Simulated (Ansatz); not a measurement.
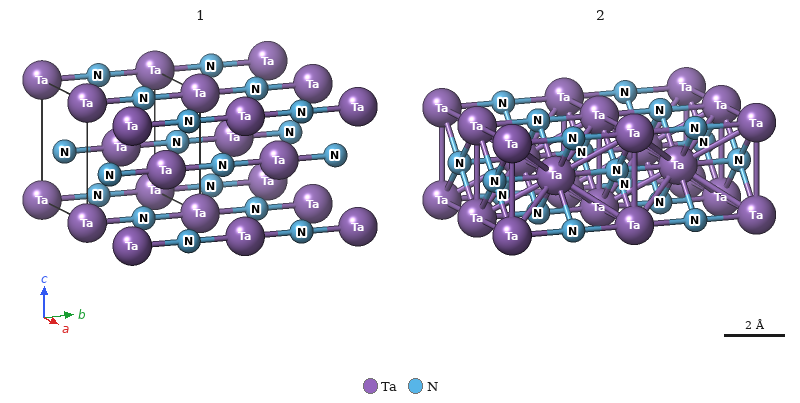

Two geometries of solid TaN (a generated structure, set up in Immm) (coarse preliminary run), drawn at one scale. One is the start of a relaxation, the other its converged end. Style: ball-and-stick. Shown: the conventional cell (2 times the calculation's cell), repeated 2 × 2 × 1 with one cell outlined, slightly off an axis. Lengths and directions refer to the drawn axes.

Computed with DFT PBE, scalar-relativistic, plane waves, PAW in Ansatz 0.2.0. Set-up: plane-wave cutoff 420 eV; k-point mesh 6 × 6 × 6; occupations gaussian; smearing width 0.1 eV; no spin polarisation; cell and atoms relaxed; force threshold 0.04 eV/Å; at most 70 steps.

Which geometry has the lower energy?

Answer. Structure 2 is the relaxed one. Over 8 accepted moves (10 points after the start) the energy falls by 1262 meV per atom. All forces vanish by symmetry, so only the cell relaxes. Pressure: −23.07 GPa at the start and 0.12 GPa at the end. At 2 points the geometry stayed and the basis and grid were re-selected for the new cell (energy shift of 0.8 meV per atom at most each time). The atoms keep their places relative to the cell (all moves are under 0.005 Å). The volume changes by −35.4 %, with a 3.984 → 3.094 Å (−22.3 %), b 4.081 → 4.418 Å (+8.3 %), c 4.106 → 3.156 Å (−23.1 %). Among the contacts that change: Ta–Ta 4.106 → 3.156 Å, Ta–Ta 3.984 → 3.094 Å, N–Ta 2.861 → 2.210 Å, Ta–Ta 3.514 → 3.124 Å. New bonds form, among them: N–Ta (2.86 → 2.21 Å). The space group stays Immm (No. 71). The run took 18 s on 1 thread of Arm Neoverse V1, with other jobs on the host, peak memory 0.3 GiB.
